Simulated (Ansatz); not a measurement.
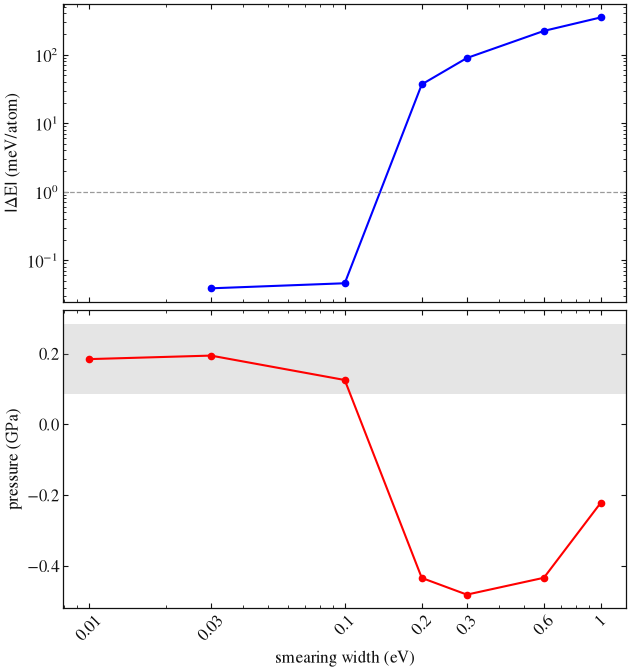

Scan of the smearing width.
- system: Yb (Fm-3m, 1 atom in the cell)
- method: DFT, LDA (PW92), plane waves (420 eV) with PAW, scalar-relativistic in Ansatz; 11×11×11 k-mesh, Methfessel–Paxton smearing
ΔE is the free energy less its value at the smallest setting, 0.01 eV.
Dashed lines or grey bands mark the tolerance: 1 meV/atom and 0.1 GPa.

Question: What is enough for the free energy to 1 meV/atom?

Answer: The free energy is within 1 meV/atom of the smallest setting's value from 0.1 eV down. It is off by 350 meV/atom at 1 eV, 89 meV/atom at 0.3 eV and 37 meV/atom at 0.2 eV (always above it).

Question: And the pressure, to 0.1 GPa?

Answer: The pressure is within 0.1 GPa of the smallest setting's value from 0.1 eV down. It is −0.22 GPa at 1 eV, −0.48 GPa at 0.3 eV, −0.43 GPa at 0.2 eV and 0.18 GPa at 0.01 eV.
